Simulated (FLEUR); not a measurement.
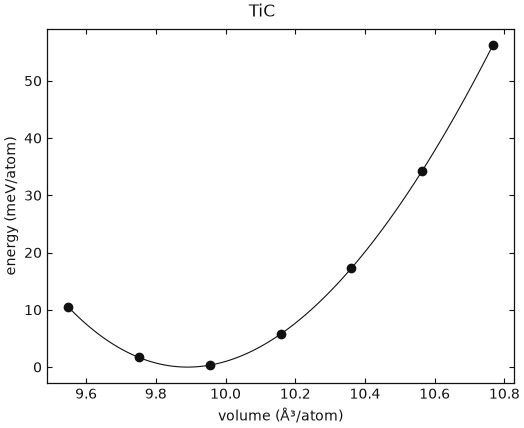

Plotted: energy against volume for TiC, space group Fm-3m (No. 225).

Structure:
```
CELL_PARAMETERS angstrom
0.00000 2.16572 2.16572
2.16572 0.00000 2.16572
2.16572 2.16572 0.00000
ATOMIC_POSITIONS crystal
Ti 0.00000 0.00000 0.00000
C 0.50000 0.50000 0.50000
```

How it was computed, with FLEUR MaX-R8.1 (later development tree): all-electron LAPW DFT, no spin polarisation; energies at scaled volumes of the given cell, shape and fractions fixed, counted from the fit's minimum, third-order Birch-Murnaghan fit. Level: PBEsol.

| setting | value |
| --- | --- |
| k mesh | 11×11×11 |
| occupations | Fermi–Dirac |
| smearing width | 0.05 eV |
| potentials | all electron |
| program settings | basis FLAPW, kmax 4.71 1/bohr |

This calculation gives: equilibrium volume 9.89 Å³/atom and bulk modulus 268 GPa.

Now the level changes from PBEsol to r2SCAN. What happens?

The equilibrium volume rises from 9.89 to 10.13 Å³/atom (+2.4 %) and the bulk modulus falls from 268 to 262 GPa (−2.2 %).

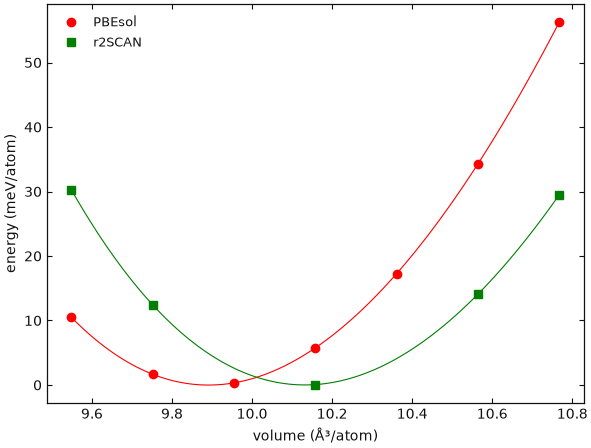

The two results together.

V0 and the bulk modulus come from third-order Birch–Murnaghan fits.
